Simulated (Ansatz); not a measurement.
# Al (slab): what the fields show

```
Al
1.0
     5.71352    0.00000    0.00000
     0.00000    5.71352    0.00000
     0.00000    0.00000   19.67470
Al
12
Direct
  0.25000 0.25000 0.20331
  0.25000 0.75000 0.20331
  0.75000 0.25000 0.20331
  0.75000 0.75000 0.20331
  0.00000 0.00000 0.30927
  0.00000 0.50000 0.30927
  0.50000 0.00000 0.30927
  0.50000 0.50000 0.30927
  0.25000 0.25000 0.41549
  0.25000 0.75000 0.41549
  0.75000 0.25000 0.41549
  0.75000 0.75000 0.41549
```

PAW files of the earlier set (soft_1).

Theory: Ansatz 0.2.0, DFT PBE, scalar-relativistic, plane waves, PAW.

The density is the valence pseudo-density of a PAW calculation; it isn't the true density close to the nuclei.

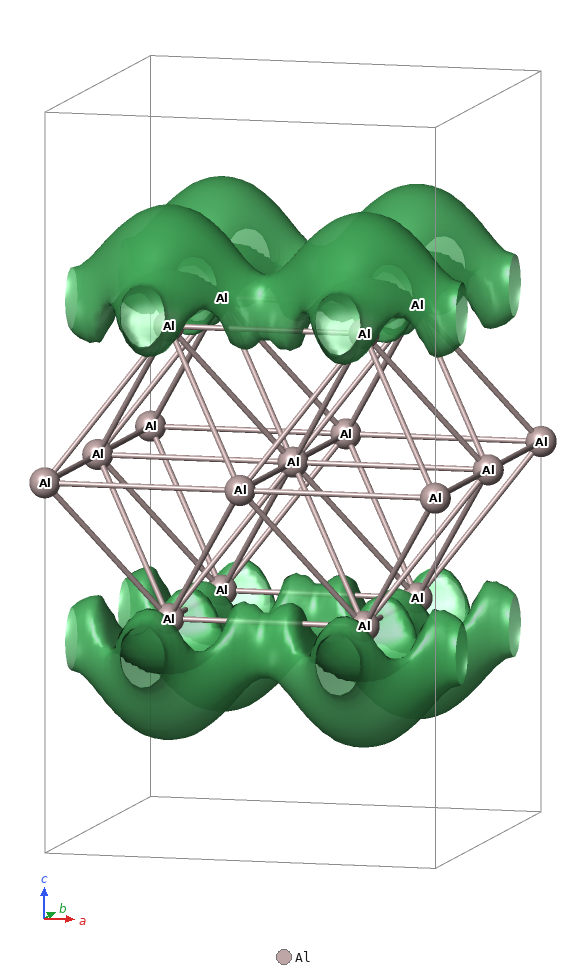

Figure 1. Isosurface of the ELF at 0.7 (green), seen slightly off an axis. Core shells and regions of very low density are left out. Sticks mark near contacts.

Identify the bonds, lone pairs and shells in this picture.

At this value the surface marks out sheets that run through the cell in two directions, counted in one cell of 12 atoms. Counts are for one cell; the picture repeats the cell along the surface. There are no localised bonds or lone pairs at this value. Along the contacts the grid gives the following. Al–Al (2.86 Å): the ELF peaks at about 0.75 between the atoms. Al–Al (2.90 Å): the ELF peaks at about 0.65 between the atoms.

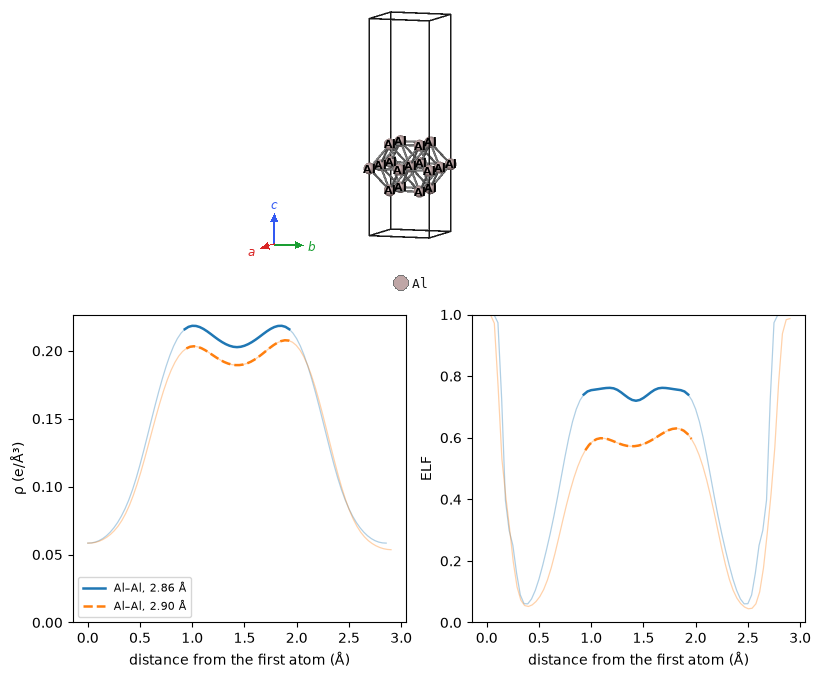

Figure 2. Valence pseudo-density and ELF along straight lines between neighbouring atoms. Thin, pale parts lie inside the atomic spheres. The structure is drawn too.

Compare the contacts.

Al–Al (2.86 Å): ρ is about 0.2 e/Å³ halfway; the ELF peaks at about 0.75 between the atoms.
Al–Al (2.90 Å): ρ is about 0.19 e/Å³ halfway; the ELF peaks at about 0.65 between the atoms.

Does the calculation make it a metal, or give it a gap?

It is metallic or semimetallic at this level of theory: no gap opens.
